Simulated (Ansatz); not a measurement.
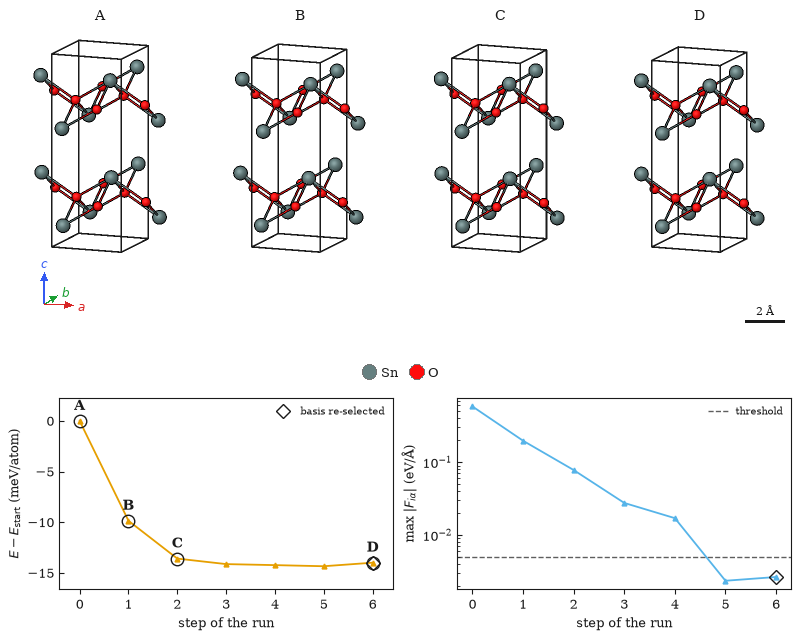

Frames of a relaxation of a crystal of SnO (set up in Cmce), marked on the history of the run. A ball-and-stick model of the cell of the calculation, seen slightly off an axis.

Computed with DFT r2SCAN, scalar-relativistic, plane waves, PAW (Ansatz).

Input
```yaml
crystal:
  lattice:
    - [2.736912, -2.737796, 0.0]
    - [2.736912, 2.737796, 0.0]
    - [0.0, 0.0, 10.22196]
  atoms:
    - { symbol: Sn, position: [0.736547, 0.263453, 0.863858] }
    - { symbol: Sn, position: [0.263453, 0.736547, 0.136142] }
    - { symbol: Sn, position: [0.763453, 0.236547, 0.363858] }
    - { symbol: Sn, position: [0.236547, 0.763453, 0.636142] }
    - { symbol: O, position: [0.261944, 0.238056, 0.25] }
    - { symbol: O, position: [0.738056, 0.761944, 0.75] }
    - { symbol: O, position: [0.238056, 0.261944, 0.75] }
    - { symbol: O, position: [0.761944, 0.738056, 0.25] }
basis:
  ecutwfc: 500
kpoints:
  mp_grid: { grid: [8, 8, 4] }
hamiltonian:
  xc: r2scan
scf:
  occupations: { method: gaussian, width: 0.02 }
output:
  forces: true
  stress: true
  eigenvalues: true
relax:
  adjacent_minimum: "off"
  f_tol: 0.005
  max_steps: 80
  cell: { stress_tol: 0.05 }
```

Command:
```bash
ansatz run input.yaml --threads 2 --pin off --max-ram 5120MiB --backend cpu --events-out ev --progress --plain --runs-dir out
```

> What happens along the run?

The energy falls by 14.0 meV per atom in 5 accepted moves (6 points after the start). Largest force component: 0.58 eV/Å at the start, 0.0027 eV/Å at the end. The pressure goes from −4.16 to 0.01 GPa. The SCF was repeated once at an unchanged geometry on a basis and grid sized afresh for the cell, which shifted the energy by 0.3 meV per atom at most. The largest moves relative to the cell, 0.076 Å, are those of Sn1, Sn2, Sn3 and Sn4. Sn4 goes roughly along [3 −3 −1]. By element the largest moves are Sn 0.076 Å, O 0.065 Å. Cell: a = b 3.871 → 3.808 Å (−1.6 %), c 10.222 → 9.881 Å (−3.3 %). Volume −6.5 %. Some distances before and after: Sn1–O6 2.264 → 2.223 Å. The space group (tolerance 0.01 Å) goes from Cmce (No. 64) to P4/nmm (No. 129). From step 0 to 1: Sn and O atoms move most (0.19 Å), volume −5.3 %, energy −9.8 meV per atom. From step 1 to 2: Sn and O atoms move most (0.16 Å), volume −0.5 %, energy −3.7 meV per atom. From step 2 to 6: Sn atoms move most (0.04 Å), volume −0.8 %, energy −0.4 meV per atom.

```
step  E − E(0), meV/atom  largest force component, eV/Å  pressure, GPa  volume, Å³/atom                      note
   0                0.00                         0.5808          -4.16           19.149                          
   1               -9.85                         0.1968           0.69           18.140                          
   2              -13.58                         0.0781           0.34           18.056                          
   3              -14.12                         0.0276          -0.17           18.063                          
   4              -14.22                         0.0171          -0.02           17.990                          
   5              -14.33                         0.0024           0.00           17.907                          
   6              -13.98                         0.0027           0.01           17.907  same geometry, new basis
```

Limits of the set-up: layers or molecules are held without a dispersion correction, so their spacing is unreliable.
